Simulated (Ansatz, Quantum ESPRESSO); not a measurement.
# Smearing and the work function of 11 metal slabs

How far do kind and width of the smearing move a work function?

Set-up. Quantum ESPRESSO 7.5, PBE; structures as built, not relaxed; open boundaries by ESM (bc1). The level is the vacuum level over the Fermi level, or over the highest filled level of the mesh where there is a gap. The pseudopotential set stands with each system; sheets are single layers. The reference is cold smearing (mv) of 0.01 Ry, on one mesh of about 0.18 Å⁻¹.

What came out:

```tsv
slab	reference (eV)	mv 0.02 Ry (meV)	mv 0.04 Ry (meV)	gaussian 0.03 Ry (meV)	fd 0.01 Ry (meV)	fd 0.03 Ry (meV)
Au(111), 5 layers [GBRV]	5.21	−7	−21	−9	−8	+14
Be(0001), 4 layers [GBRV]	5.34	−41	−49	−62	−58	−172
Cd(0001), 4 layers [GBRV]	3.72	−23	+57	+29	+14	+186
Mg(0001), 4 layers [GBRV]	3.82	−39	−61	−51	−41	−16
Na(100), 5 layers [SSSP]	2.56	+13	+67	+98	+76	+363
Nb(100), 5 layers [SSSP]	3.71	+5	−11	+22	+18	+160
Pb(100), 5 layers [SSSP]	3.71	−53	−26	−16	−23	+122
Pt(100), 5 layers [SSSP]	5.71	−19	−27	−63	−54	−184
Re(0001), 4 layers [GBRV]	5.12	−16	−75	−71	−58	−62
Ta(100), 5 layers [SG15]	3.99	−31	−77	−52	−44	+38
W(100), 5 layers [GBRV]	4.27	−42	−62	−23	−22	+79
```

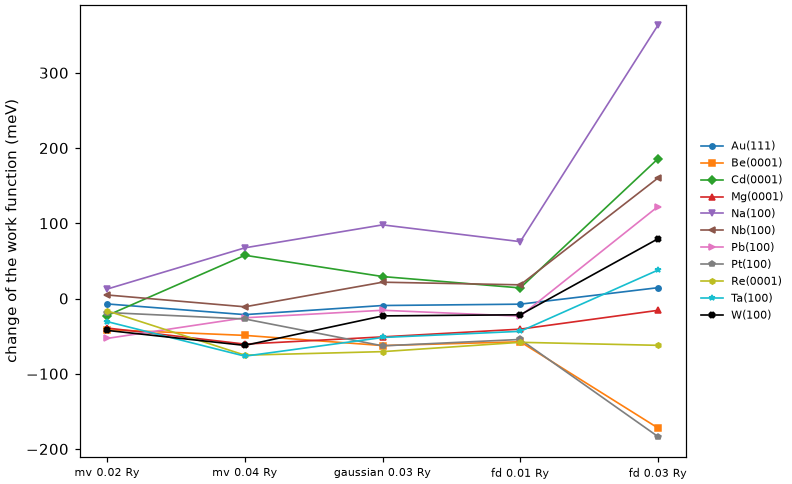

Change against cold smearing of 0.01 Ry.

**Answer.** The customary mv of 0.02 Ry moves the level by 26 meV on average and 53 meV at most (Pb(100), 5 layers [SSSP]). Fermi-Dirac of 0.03 Ry, an electron temperature of 0.03 × 157,887 = 4,700 K, moves it by −184 to +363 meV. At the same 0.03 Ry, Fermi-Dirac moves the level more than Gaussian smearing in 8 of 11 slabs (means 127 and 45 meV): equal degauss is not equal width.

Caveats: The mesh was not varied, and the narrow reference is the run that needs the densest one. Magnetic sheets, graphene and its kin, series that mix a Fermi level with a valence top, and 2H sheets in mesh series are left out of these tables, since their level hangs on where the mesh or the smearing puts the zero.

[Logs are printed without paths, hosts, clocks, repeated set-up lines and the standing remarks that a program may print on its own settings, such as how far it seeks lower states.]
